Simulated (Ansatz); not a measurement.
# CHF3 (trifluoromethane) at revPBE/STO-3G

What is the electronic atomisation energy of CHF3 (trifluoromethane) at revPBE/STO-3G? 

The results are computed with Ansatz 0.2.0.

40 further runs of the same task are left out: 6 that didn't finish, 34 set aside as unsound or not needed.

## (1) The structure to begin with

CHF3 has 5 atoms, charge 0, and is taken as a singlet. As SMILES, `FC(F)F`. Geometry: relaxed at PBE0-D4/def2-TZVP.

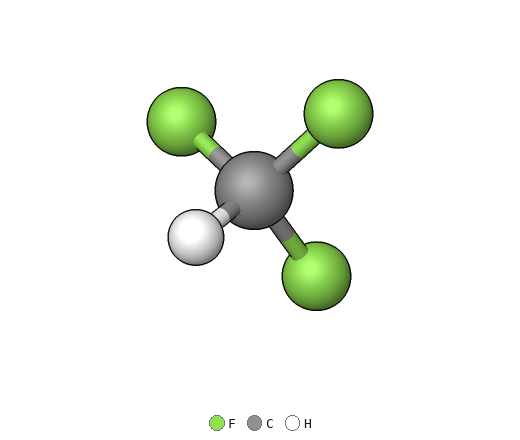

Viewed from a chosen angle; fluorine green, carbon grey, hydrogen white.

## (2) A single-point energy at revPBE/STO-3G

The input, job.yaml:

```yaml
crystal:
  periodic: [false, false, false]
  atoms:
    - symbol: F
      position_ang: [-0.668650, -0.329700, 1.079190]
    - symbol: C
      position_ang: [0.019500, 0.056360, 0.006820]
    - symbol: F
      position_ang: [1.047350, -0.773770, -0.157470]
    - symbol: F
      position_ang: [-0.772570, -0.035090, -1.059420]
    - symbol: H
      position_ang: [0.374370, 1.082210, 0.130870]
basis:
  gaussian:
    orbitals: STO-3G
accuracy: high
hamiltonian:
  xc: {name: revPBE}
```

Run with:

```console
$ ansatz run job.yaml --threads 1 --pin off --max-ram 3480MiB --events-out events.jsonl --progress --plain --runs-dir runs
```

Output:

```text
Warning: RAYON_NUM_THREADS=1 ignored (pool sized by the plan → 1); use --threads N
Functional definition: revPBE
  name "revPBE"
  parameter kappa = 1.245
  parameter beta = 0.06672455060314922
  exchange = pbe_x(kappa = kappa, mu = beta*pi^2/3)
  correlation = pbe_c(beta = beta)
392 factors; integrals over basis functions are off by at most 4.6e-8 eV
mean field evaluation 1: about -9067.9392 eV, gradient 2.3e1 eV
mean field evaluation 2: about -9067.1453 eV, gradient 3.0e1 eV
mean field evaluation 4: about -9069.4379 eV, gradient 1.4e-1 eV
mean field evaluation 8: about -9069.3808 eV, gradient 9.1e-4 eV
mean field evaluation 16: about -9069.3808 eV, gradient 1.4e-8 eV
mean field -9069.38078853 eV, -333.2935965314 hartree, gradient 1.4e-8 eV, S^2 0.000000; 0 other end points of the search recorded, 0 dependent functions left out
reference -9069.38078986 eV, -333.2935965801 hartree; 17, 17 occupied and 4, 4 virtual orbitals, 392 factors
Total energy: -9069.38078986 eV, -333.2935965801 hartree
```

Run time: 0.98 s. Hardware: 1 thread of Arm Neoverse V2, shared host; peak memory 0.096 GiB.

## (3) The C atom, same level

The input, input.yaml:

```yaml
basis:
  gaussian: {orbitals: STO-3G}
crystal:
  periodic: [false, false, false]
  atoms:
    - symbol: C
      position_ang: [0.000000, 0.000000, 0.000000]
magnetization: {spin_polarized: true, initial_magnetization: 2}
hamiltonian: {xc: {name: revPBE}}
accuracy: high
```

Run with:

```console
$ ansatz run input.yaml --threads 1 --pin off --max-ram 3480MiB --events-out events.jsonl --progress --plain --runs-dir runs
```

Output (excerpt; [...] marks lines left out):

```text
Warning: RAYON_NUM_THREADS=1 ignored (pool sized by the plan → 1); use --threads N
[... 6 set-up lines as earlier in the session ...]
15 factors; integrals over basis functions are off by at most 9.8e-10 eV
mean field evaluation 1: about -1016.0420 eV, gradient 2.1e-12 eV
mean field evaluation 2: about -1016.0424 eV, gradient 1.0e-11 eV
mean field evaluation 4: about -1016.0422 eV, gradient 0.0e0 eV
mean field evaluation 8: about -1016.0423 eV, gradient 9.8e-2 eV
mean field evaluation 16: about -1016.0421 eV, gradient 6.0e-8 eV
mean field -1016.04235375 eV, -37.3388678021 hartree, gradient 0.0e0 eV, S^2 2.000000; 5 other end points of the search recorded, 0 dependent functions left out
reference -1016.04235478 eV, -37.3388678401 hartree; 4, 2 occupied and 1, 3 virtual orbitals, 15 factors
Total energy: -1016.04235478 eV, -37.3388678401 hartree
```

It took 0.3 s on 1 thread of Arm Neoverse V2, shared host.

## (4) The F atom

The input, job.yaml:

```yaml
crystal:
  periodic: [false, false, false]
  atoms:
    - {symbol: F, position_ang: [0.000000, 0.000000, 0.000000]}
basis:
  gaussian: {orbitals: STO-3G}
hamiltonian: {xc: {name: revPBE}}
magnetization: {spin_polarized: true, initial_magnetization: 1}
accuracy: high
```

Run the same way, it converges to -98.24365 Eh (log not shown).

## (5) The H atom

The input, run.yaml:

```yaml
crystal:
  periodic: [false, false, false]
  atoms:
    - {symbol: H, position_ang: [0.000000, 0.000000, 0.000000]}
basis:
  gaussian:
    orbitals: STO-3G
hamiltonian:
  xc: {name: revPBE}
accuracy: high
magnetization:
  spin_polarized: true
  initial_magnetization: 1
```

Run with:

```console
$ ansatz run run.yaml --threads 1 --pin off --max-ram 3480MiB --events-out events.jsonl --progress --plain --runs-dir runs
```

Output (excerpt; [...] marks lines left out):

```text
Warning: RAYON_NUM_THREADS=1 ignored (pool sized by the plan → 1); use --threads N
[... 6 set-up lines as earlier in the session ...]
1 factors; integrals over basis functions are off by at most 4.6e-10 eV
mean field evaluation 1: about -12.7921 eV, gradient 0.0e0 eV
mean field evaluation 2: about -12.7921 eV, gradient 0.0e0 eV
mean field -12.79208501 eV, -0.4701004535 hartree, gradient 0.0e0 eV, S^2 0.750000; 0 other end points of the search recorded, 0 dependent functions left out
reference -12.79208638 eV, -0.4701005037 hartree; 1, 0 occupied and 0, 1 virtual orbitals, 1 factors
Total energy: -12.79208638 eV, -0.4701005037 hartree
```

Run time: 0.06 s. Hardware: 1 thread of Arm Neoverse V2, shared host.

## (6) Outcome

Level: revPBE/STO-3G.

```
                     quantity          value
       molecule: total energy  -333.29360 Eh
         C atom: total energy   -37.33887 Eh
                 C atom: ⟨S²⟩          2.000
         F atom: total energy   -98.24365 Eh
                 F atom: ⟨S²⟩          0.750
         H atom: total energy    -0.47010 Eh
                 H atom: ⟨S²⟩          0.750
electronic atomisation energy      20.509 eV
```

In words: Taking the molecule apart into free atoms costs 20.51 eV (473 kcal/mol), before zero-point energy and without spin-orbit coupling. In a minimal basis such a difference can be off by several eV, whatever the method.
